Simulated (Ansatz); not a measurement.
**Geometry relaxation, with input and output: W (part 2 of 2)**

The same run, continued: W (slab, 6 atoms in the cell); DFT PBEsol, scalar-relativistic, plane waves, PAW, no spin polarisation (Ansatz 0.2.0); cutoff 420 eV, 13×13×1 k-mesh, Gaussian smearing of 0.1 eV. The structure derives from an entry of the Crystallography Open Database.

Geometry of the input (Å; fractional positions):
```
2.7317  0.0000  0.0000
-0.9106  2.5755  0.0000
0.0000  0.0000  26.1523
W  0.5000  0.5000  0.2868
W  0.0000  0.0000  0.3721
W  0.5000  0.5000  0.4574
W  0.0000  0.0000  0.5426
W  0.5000  0.5000  0.6279
W  0.0000  0.0000  0.7132
```

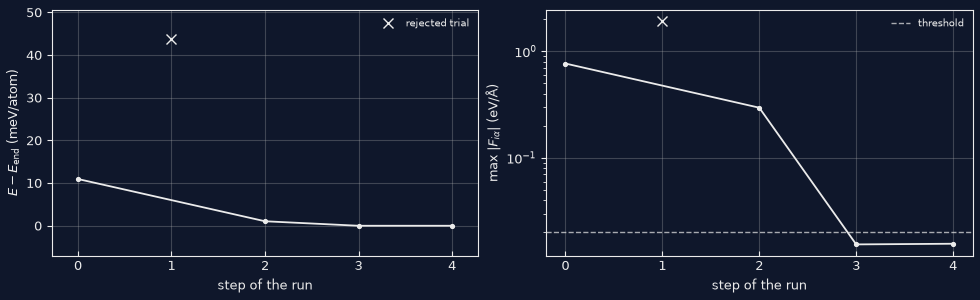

Fig. 1: Progress of the relaxation, step by step (the first geometry is step 0 here and step 1 in the log).

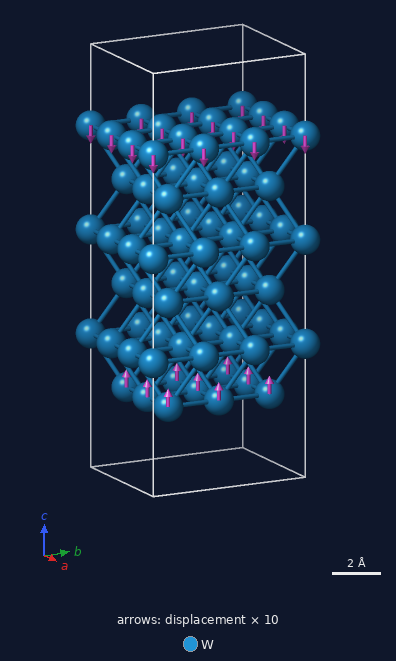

Fig. 2: The starting structure with the displacements as pink arrows, magnified 10 times (ball-and-stick view of the 3 × 3 repeat of the cell, with the vacuum cut short, seen slightly off an axis). The energy falls by 11.0 meV per atom in 4 geometry steps. Largest force component: 0.77 eV/Å at the start, 0.016 eV/Å at the end. The line search rejected the trial step at point 1 (counted from 0) and went back. The largest moves, 0.079 Å, are those of W1 and W6. The cell doesn't change. Among the contacts that change: W1–W2 2.732 → 2.663 Å, W2–W3 2.732 → 2.737 Å. Among the angles that change: W5–W6–W5 70.5° → 72.6°. (Atoms are counted from 1 in the order of the input.)

```
WARN: The output density's exchange-correlation potential varies sharply where the density is thin. Do not read a vacuum level from v_tot or v_xc, or from such a field of the output density. On a cell that repeats whose density bears no net charge and no dipole along the vacuum's axis use v_es (v_loc + v_h of the components); under efield.dipole_correction with no amplitude use v_es + v_field, which holds any external_charges[].barrier, or the levels of the report's work_function block, which leave it out; under a non-zero efield.amplitude the vacuum is tilted and has no level; on a cell that repeats and bears such a dipole with no correction it is tilted too, and efield.dipole_correction with no amplitude gives each side of its ramp a level where efield: is served; in a cell that repeats whose density bears a net charge (total_charge, or a fill off its count) it is curved and has none; of a slab under crystal.periodic whose density bears no net charge use v_es, which has a level on each side, short of where the two are joined; of another it falls or rises all the way out and has none; of a slab beside external_charges read slab_vacuum_level instead, which it has where they leave it neutral. The grid or the basis barely resolves most such structure, and the values can differ between equally converged runs; as a rule a tighter scf.convergence.dr2_threshold does not remove it. Where the density itself ripples (under the LDA too) a higher basis.ecutwfc lessens it. The files hold the spikes' plane waves up to the density's cutoff. Files: v_tot_of_output_density and the like, and their columns of v_z.tsv (output.write_potential); v_xc_of_output_density and the like, and their columns of v_comp_z.tsv (output.write_potential_components). Measured: with its Gaussian average of σ = 0.25 Å subtracted twice, the exchange-correlation potential is over 0.1 eV at 148 of the grid points where the equally averaged density (valence and model cores) is under 1e-3 e/Å³, and 0.405 eV at the most among them, at an averaged density of 3.8e-8 e/Å³. The input density's (outcome.potential() and, of a run that writes arrays, v_tot and v_xc) is over 0.1 eV, so measured, at 15 points of its own thin density, 0.125 eV at the most. See output.write_potential in the manual, Limitations
SCF converged after 4 iterations
Free energy (F): -61536.297390 eV
Harris-Foulkes:  -61536.297390 eV  (|F-HF|=1.60e-8)
Internal energy: -61536.281674 eV  (E = F + TS)
E sigma→0 (E₀):  -61536.289532 eV
Entropy (-TS):   -0.015716 eV (-2.619 meV/atom)
Fermi energy:    9.279368 eV
Dipole field:    D = -0.000000 V/Å  (p = -0.000000 e·Å, saw-weighted, corrected)
Work function:   Φ+ = 4.9202 eV   Φ− = 4.9202 eV
Levels:          The Fermi level and band energies are counted from a zero that moves with the ramp; work functions are not
--- Per-component energies (eV) ---
  E_band       = -1598.921064
  E_kinetic    = 2697.993472
  E_local      = -101381.119361  (includes V_loc(G=0)·N_el)
  E_nonlocal   = 21.476170
  E_hartree    = 49626.704989
  E_xc         = -1588.097854
  E_vxc        = -1427.631417  (∫ρ·V_xc dr)
  E_paw        = -50616.764882  (= ΣΔE_a)
  E_vpaw       = -763.046898  (= ΣTr[D̂ρ^β])
  E_aug_tail   = -0.000365  (compensation charges beyond the density's cutoff)
  E_efield     = 0.000000  (sawtooth field / dipole correction)
  E_vefield    = 0.000000  (∫n·V_field dr)
  E_ewald      = 39702.195404
  E_core_change = 1.330753  (= ΣΔE_core)
  E_smearing   = -0.015716  (= −TS)
  E_closure    = 0.000000  (closes the sum)
  Σ components = -61536.297390   (vs F -61536.297390, Δ=0.00e0)
--- Forces (eV/Å), atoms counted from 1 ---
  atom   1  W      0.00000000    -0.00000000     0.00228254
  atom   2  W     -0.00000000     0.00000000    -0.01565695
  atom   3  W     -0.00000000    -0.00000000     0.00134407
  atom   4  W      0.00000000     0.00000000    -0.00134490
  atom   5  W      0.00000000    -0.00000000     0.01565771
  atom   6  W      0.00000000     0.00000000    -0.00228244
  max |Σ_I F_I| component: 3.48e-8 eV/Å
--- Band table (eV; the first three rows and the last of 49) ---
  k-point 0: bands = ["-64.8038", "-64.7665", "-64.7264", "-64.6923", "-64.5555", "-64.5553", "-29.6720", "-29.5031", "-29.2249", "-28.8614", "-28.8044", "-28.7305", "-28.6091", "-28.5479", "-28.4686", "-28.4143", "-28.4141", "-28.4063", "-28.4057", "-28.4018", "-28.2762", "-28.2714", "-28.1325", "-28.1325", "-0.1863", "0.5923", "1.7374", "2.7133", "3.0089", "3.0748", "5.6890", "5.9712", "6.5134", "7.1956", "7.4511", "7.6986", "7.7427", "7.9655", "8.0791", "8.0894", "8.1860", "8.1990", "8.8983", "9.4425", "10.0562", "10.2059", "10.9030", "10.9429", "11.2999", "11.3095", "11.5004"]
  k-point 1: bands = ["-64.7980", "-64.7614", "-64.7223", "-64.6896", "-64.5522", "-64.5521", "-29.6502", "-29.4916", "-29.2337", "-28.9055", "-28.8217", "-28.7430", "-28.6136", "-28.5972", "-28.4520", "-28.4478", "-28.4444", "-28.4376", "-28.4295", "-28.4233", "-28.3002", "-28.2907", "-28.1605", "-28.1605", "0.0269", "0.7944", "1.9330", "2.9215", "3.2216", "3.2923", "5.7407", "6.0084", "6.5320", "7.2030", "7.2317", "7.4842", "7.7400", "7.8377", "7.8944", "7.9354", "8.2405", "8.4696", "9.1314", "9.1449", "9.6388", "10.4322", "10.7022", "10.7641", "11.1447", "11.1715", "11.3521"]
  k-point 2: bands = ["-64.7816", "-64.7471", "-64.7110", "-64.6822", "-64.5432", "-64.5431", "-29.5883", "-29.4638", "-29.2692", "-29.0233", "-28.8896", "-28.8160", "-28.7334", "-28.6004", "-28.5515", "-28.5469", "-28.5014", "-28.4987", "-28.4650", "-28.4101", "-28.3859", "-28.3519", "-28.2001", "-28.1986", "0.6279", "1.3475", "2.4413", "3.4527", "3.7895", "3.8658", "5.8526", "6.0611", "6.5113", "6.8496", "7.0714", "7.1952", "7.3677", "7.4685", "7.6844", "7.6933", "8.4171", "8.6557", "8.9312", "9.0572", "9.7622", "10.5520", "10.6070", "10.7505", "10.9950", "11.0926", "11.1440"]
  k-point 48: bands = ["-64.6665", "-64.6355", "-64.6046", "-64.5823", "-64.4412", "-64.4412", "-29.7018", "-29.6316", "-29.5176", "-29.3908", "-29.2975", "-29.2883", "-29.2148", "-29.1905", "-29.1891", "-29.1598", "-29.0763", "-28.9691", "-28.9140", "-28.7179", "-28.7127", "-28.7104", "-28.4888", "-28.3985", "3.1196", "3.4513", "3.5503", "3.7663", "3.8786", "4.1448", "4.6450", "4.6545", "5.1885", "5.8759", "6.5680", "6.6191", "7.9866", "8.1657", "9.6567", "9.8935", "9.9699", "10.1730", "10.7449", "10.8223", "11.2679", "11.8317", "11.9684", "13.4103", "13.7004", "13.7202", "14.1656"]
--- Relaxed structure (5 steps of the walk, 4 accepted, 0 SCFs on fresh bases) ---
  F+E_penalty+E_count = -61536.29738984 eV   max|allowed force component| = 1.566e-2 eV/Å
  atoms:
    - { symbol: W, position: [0.5, 0.5, 0.289803753703585] }
    - { symbol: W, position: [3.8656326838255064e-20, 1.1596898051192477e-19, 0.3718632404946417] }
    - { symbol: W, position: [0.5, 0.5, 0.45741205106620336] }
    - { symbol: W, position: [1.0469639407392326e-20, 3.140891822140768e-20, 0.5425879516969154] }
    - { symbol: W, position: [0.5, 0.5, 0.6281367581854558] }
    - { symbol: W, position: [5.678285421935895e-19, 1.7034856265390452e-18, 0.7101962448531987] }
```

Trajectory as extended XYZ (Å, eV, eV/Å), 5 frames, from step=1 to step=5
```
6
Lattice="2.7317 0.0000 0.0000 -0.9106 2.5755 0.0000 0.0000 0.0000 26.1523" Properties=species:S:1:pos:R:3:forces:R:3 step=1 energy=-61536.23165
W     0.9106    1.2878    7.5000    0.0000   0.0000   0.7309
W     0.0000    0.0000    9.7305    0.0000   0.0000  -0.7699
W     0.9106    1.2878   11.9609    0.0000   0.0000   0.0942
W     0.0000    0.0000   14.1914    0.0000   0.0000  -0.0942
W     0.9106    1.2878   16.4218    0.0000   0.0000   0.7699
W     0.0000    0.0000   18.6523    0.0000   0.0000  -0.7309
6
Lattice="2.7317 0.0000 0.0000 -0.9106 2.5755 0.0000 0.0000 0.0000 26.1523" Properties=species:S:1:pos:R:3:forces:R:3 step=2 energy=-61536.03534 accepted=F
W     0.9106    1.2878    7.6937    0.0000   0.0000  -1.8004
W     0.0000    0.0000    9.6886    0.0000   0.0000   1.9393
W     0.9106    1.2878   11.9586    0.0000   0.0000  -0.1084
W     0.0000    0.0000   14.1937    0.0000   0.0000   0.1083
W     0.9106    1.2878   16.4637    0.0000   0.0000  -1.9393
W     0.0000    0.0000   18.4586    0.0000   0.0000   1.8004
6
Lattice="2.7317 0.0000 0.0000 -0.9106 2.5755 0.0000 0.0000 0.0000 26.1523" Properties=species:S:1:pos:R:3:forces:R:3 step=3 energy=-61536.29106
W     0.9106    1.2878    7.5942    0.0000   0.0000  -0.2520
W     0.0000    0.0000    9.7157    0.0000   0.0000   0.2963
W     0.9106    1.2878   11.9609    0.0000   0.0000  -0.0280
W     0.0000    0.0000   14.1914    0.0000   0.0000   0.0280
W     0.9106    1.2878   16.4366    0.0000   0.0000  -0.2963
W     0.0000    0.0000   18.5581    0.0000   0.0000   0.2520
6
Lattice="2.7317 0.0000 0.0000 -0.9106 2.5755 0.0000 0.0000 0.0000 26.1523" Properties=species:S:1:pos:R:3:forces:R:3 step=4 energy=-61536.29739
W     0.9106    1.2878    7.5790    0.0000   0.0000   0.0030
W     0.0000    0.0000    9.7251    0.0000   0.0000  -0.0154
W     0.9106    1.2878   11.9624    0.0000   0.0000   0.0001
W     0.0000    0.0000   14.1899    0.0000   0.0000  -0.0001
W     0.9106    1.2878   16.4272    0.0000   0.0000   0.0154
W     0.0000    0.0000   18.5733    0.0000   0.0000  -0.0030
6
Lattice="2.7317 0.0000 0.0000 -0.9106 2.5755 0.0000 0.0000 0.0000 26.1523" Properties=species:S:1:pos:R:3:forces:R:3 step=5 energy=-61536.29739
W     0.9106    1.2878    7.5790    0.0000   0.0000   0.0023
W     0.0000    0.0000    9.7251    0.0000   0.0000  -0.0157
W     0.9106    1.2878   11.9624    0.0000   0.0000   0.0013
W     0.0000    0.0000   14.1899    0.0000   0.0000  -0.0013
W     0.9106    1.2878   16.4272    0.0000   0.0000   0.0157
W     0.0000    0.0000   18.5733    0.0000   0.0000  -0.0023
```

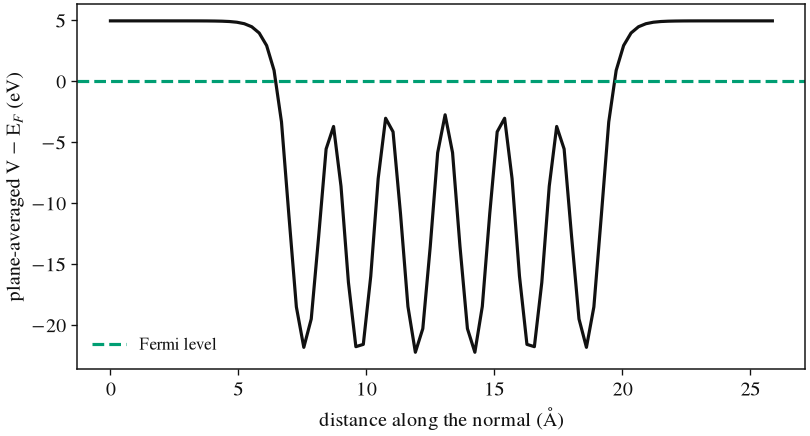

Fig. 3: Plane average of the electrostatic potential energy of an electron across the cell, from the Fermi level. The vacuum level lies 4.92 eV above the Fermi level.

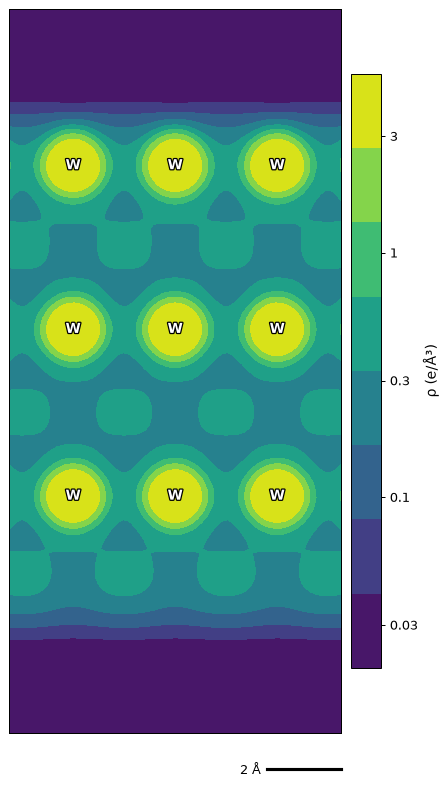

Fig. 4: Valence charge density (pseudo) on the (010) plane of the calculation cell, a cut from vacuum to vacuum. The plane passes through W nuclei. W–W (2.73 Å): ρ is about 0.42 e/Å³ halfway. The density dies away to nearly zero in the vacuum. The fields are those of the smooth PAW valence density.

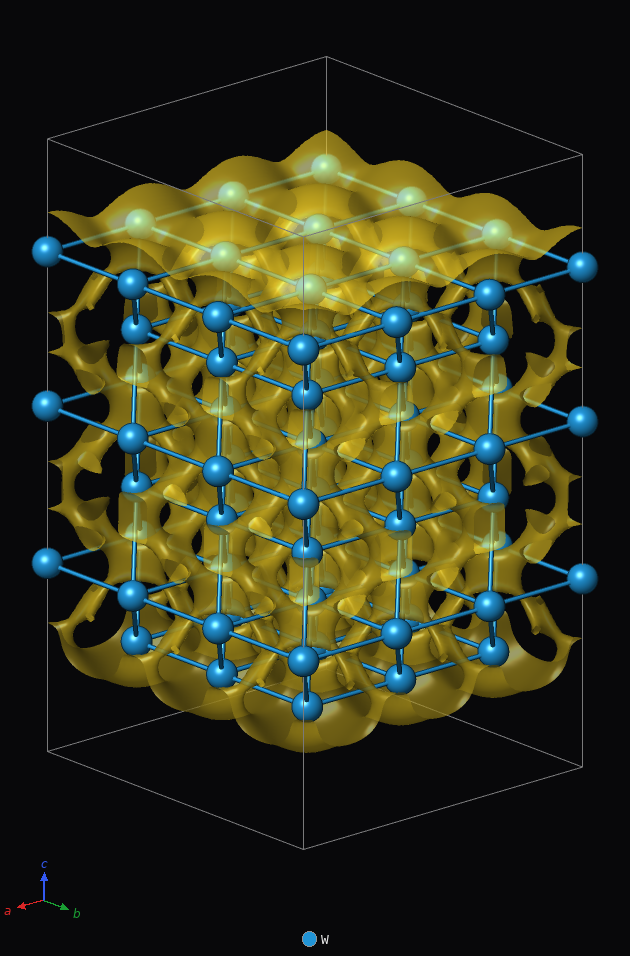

Fig. 5: Isosurface of the valence electron density at 0.3 e/Å³ (yellow), seen at an oblique angle. Sticks mark near contacts. At this value the density is joined into sheets; it holds about 95 % of the electrons treated as valence (semicore included). On the grid the lowest density along these lines, outside the cores, is 0.49 e/Å³ (W–W, 2.66 Å) and 0.43 e/Å³ (W–W, 2.73 Å).
